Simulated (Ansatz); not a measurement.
**Ga3AsP2: density, localisation and related maps**

Input file:

```
crystal:
  lattice:
    - [-1.9753145273, 1.9753145273, 8.365719634]
    - [1.9753145273, -1.9753145273, 8.365719634]
    - [1.9753145273, 1.9753145273, -8.365719634]
  atoms:
    - { symbol: Ga, position: [0.837454221, 0.837454221, 0.0] }
    - { symbol: Ga, position: [0.5, 0.5, 0.0] }
    - { symbol: Ga, position: [0.162545779, 0.162545779, 0.0] }
    - { symbol: P, position: [0.4186945996, 0.9186945996, 0.5] }
    - { symbol: P, position: [0.0813054004, 0.5813054004, 0.5] }
    - { symbol: As, position: [0.75, 0.25, 0.5] }
basis:
  ecutwfc: 420
kpoints:
  mp_grid: { grid: [10, 10, 10] }
hamiltonian:
  xc: pbe
scf:
  occupations: { method: gaussian, width: 0.02 }
output:
  forces: true
  stress: true
  eigenvalues: true
  write_density: true
  write_potential: true
  elf: true
  volumetric_format: npy
relax:
  adjacent_minimum: "off"
  f_tol: 0.01
  max_steps: 80
  cell: { stress_tol: 0.05 }
```

Launched as:

```sh
ansatz run input.yaml --threads 1 --pin off --max-ram 2560MiB --backend cpu --events-out ev --progress --plain --runs-dir out
```

Below, planes, directions and counts refer to the conventional cell (a = 3.95 Å, b = 3.95 Å, c = 16.77 Å, α = 90.00°, β = 90.00°, γ = 90.00°).

The fields are those of the run's last geometry, not of the input's.

Space group I-4m2; a structure generated by program, which may or may not match a known phase.

All numbers below come from DFT PBE, scalar-relativistic, plane waves, PAW (Ansatz).

In a PAW calculation such maps are meaningful between the atoms, not at the nuclei.

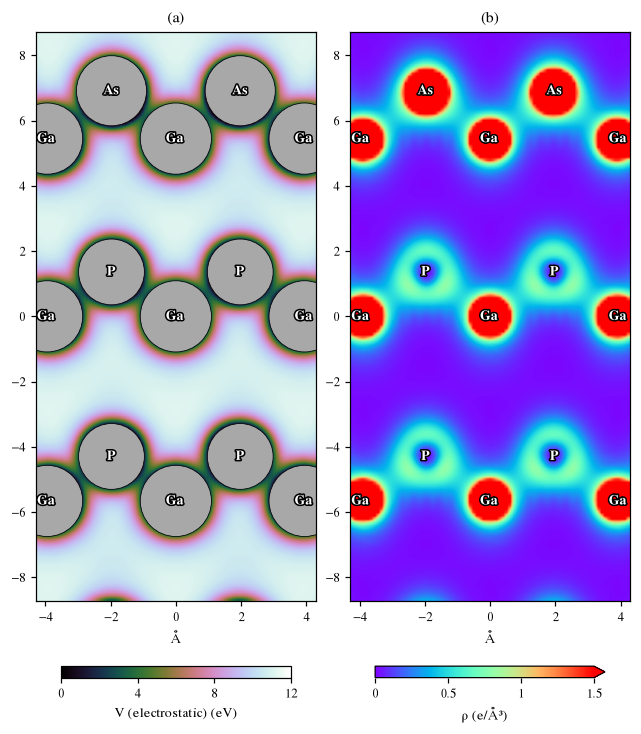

Figure 1. (a) electrostatic potential (local pseudopotential plus Hartree) felt by an electron; (b) valence pseudo-density on the (100) plane of the conventional cell. Grey discs cover the atomic cores in the potential map.

Interpret the plot.

Answer. The section cuts through Ga, P and As sites. Ga–P (2.40 Å): ρ is about 0.52 e/Å³ halfway. Ga–As (2.46 Å): ρ at the midpoint is about 0.49 e/Å³. Between the atoms the lowest density in this plane is 0.01 e/Å³. Outside the cores the potential energy rises away from the atoms and is highest about 2.4 Å from the nearest atoms; its zero is arbitrary.

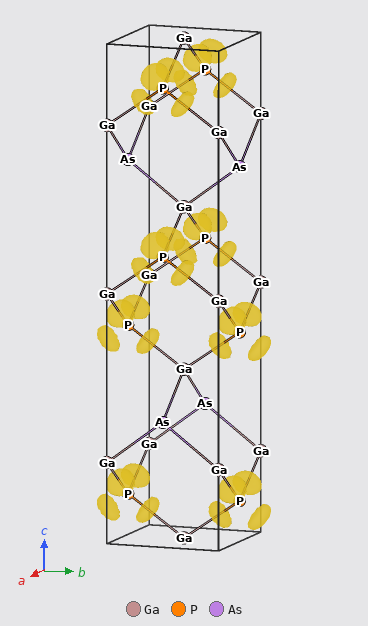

Figure 2. Isosurface of the ELF at 0.85 (yellow), seen slightly off an axis. Core shells and regions of very low density are left out. Sticks mark near contacts.

Describe the localisation domains.

Answer. The ELF exceeds this value in 16 lobes of the valence shell of P pointing towards Ga (polar bonds), counted in one cell of 12 atoms. Any copies at cell faces, edges or corners count once. Profiles from the grid: Ga–P (2.40 Å): the ELF peaks at about 0.90 in the valence shell of P, 0.9 Å from its nucleus, and is about 0.75 at the midpoint. Ga–As (2.46 Å): the ELF peaks at about 0.80 between the atoms: localised, covalent bonding.

Does the calculation make it a metal, or give it a gap?

Answer. It is gapped, with a Kohn–Sham gap of 1.0 eV on the k-point mesh, an upper bound to the gap of this method.
